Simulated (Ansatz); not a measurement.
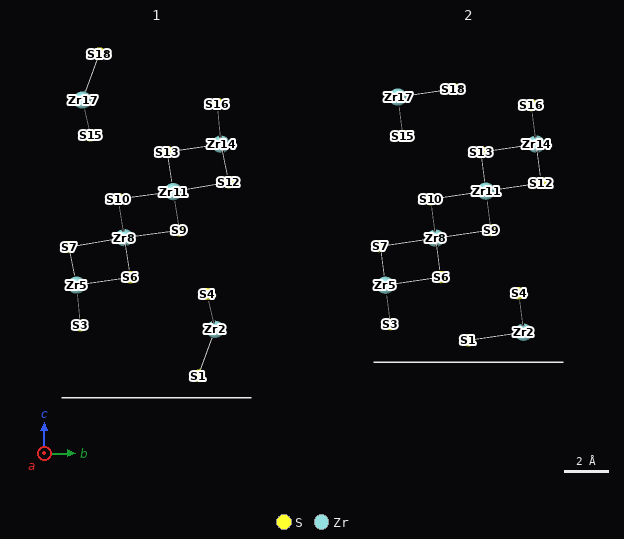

Two geometries of a slab of composition ZrS2 (cut from the P-3m1 phase), drawn at one scale. One is the start of a relaxation, the other its converged end. Style: ball-and-stick. Shown: the 2 × 1 repeat of the cell, outlined in the plane, without the vacuum (origin shifted), along the a axis.

Theory: DFT PBEsol, scalar-relativistic, plane waves, PAW (Ansatz). Settings: plane-wave cutoff 420 eV; k-point mesh 7 × 3 × 1; occupations gaussian; smearing width 0.05 eV; no spin polarisation; dipole correction; atoms relaxed in a fixed cell; force threshold 0.02 eV/Å; at most 60 steps.

### Which geometry has the lower energy?

Structure 1 is the relaxed one. Case: (1 0 2) slab, atoms relaxed. The slab is the (1 0 2) face of ZrS2. The largest moves relative to the layer's centre, 2.50 Å, are those of S1 and S18. S1 goes at 50° to the normal (−c side). By element the largest moves are S 2.50 Å, Zr 0.21 Å. The cell doesn't change. Some distances before and after: S1–Zr2 2.549 → 2.258 Å, S4–Zr5 2.549 → 2.684 Å, S15–Zr17 2.549 → 2.456 Å, S13–Zr14 2.549 → 2.481 Å. Bond angles that change, for instance: S16–Zr17–S18 180.0° → 114.2°, S15–Zr17–S18 90.7° → 124.4°, S15–Zr17–S16 89.3° → 95.9°. Over 17 geometry steps the energy falls by 3.038 eV per cell of the calculation. The largest force component goes from 2.7 to 0.0033 eV/Å.
